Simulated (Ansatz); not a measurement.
```yaml
crystal:
  lattice:
    - [2.31480, 0.00000, 0.00000]
    - [0.00000, 2.31480, 0.00000]
    - [0.00000, 0.00000, 2.31480]
  atoms:
    - { symbol: B, position: [0.00000, 0.00000, 0.00000] }
    - { symbol: N, position: [0.50000, 0.50000, 0.50000] }
```

Space group Pm-3m; started from the CsCl prototype, which need not be the ambient phase.

All numbers below come from Ansatz, DFT, r2SCAN, plane waves, PAW.

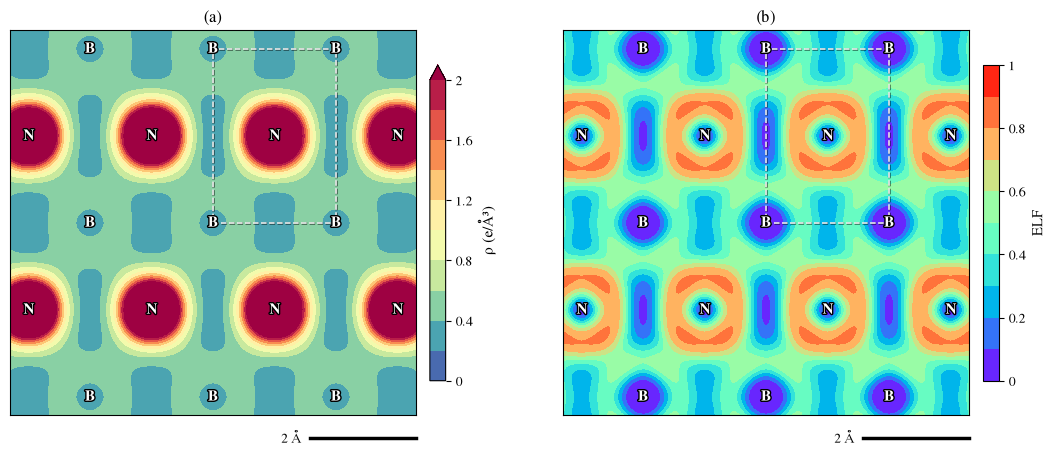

BN. (a) valence electron density; (b) electron localisation function on the (101) plane of the conventional cell.

In a PAW calculation such maps are meaningful between the atoms, not at the nuclei.

Describe what can be read from this map.

Answer. The section cuts through B and N sites. B–N (2.00 Å): ρ at the midpoint is about 0.54 e/Å³; the ELF peaks at about 0.80 in the valence shell of N, 0.6 Å from its nucleus, and drops to about 0.55 between the two atoms. Between the atoms the lowest density in this plane is 0.29 e/Å³.
